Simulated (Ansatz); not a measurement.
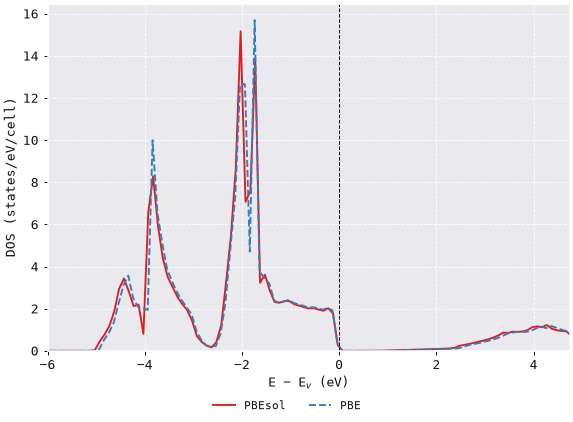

Total densities of states of AgCl, space group Fm-3m (No. 225), 2 atoms in the cell, by two methods on the same cell. Each is counted from its own valence-band top.

Q: What changes from one method to the other?

A: PBEsol gives a gap of 0.74 eV and PBE gives a gap of 0.92 eV. In the window shown, the tallest filled peak lies at −2.0 eV in PBEsol and −1.7 eV in PBE.

Settings. PBEsol: DFT PBEsol, scalar-relativistic, plane waves, PAW, no spin polarisation, 8×8×8 k mesh, 420 eV cutoff (Ansatz). PBE: DFT PBE, scalar-relativistic, plane waves, PAW, no spin polarisation, 8×8×8 k mesh, 420 eV cutoff, Gaussian smearing of 0.02 eV (Ansatz 0.2.0).

The structure is an invented one, so it need not be a known or stable phase. The starting guess was a poor one.
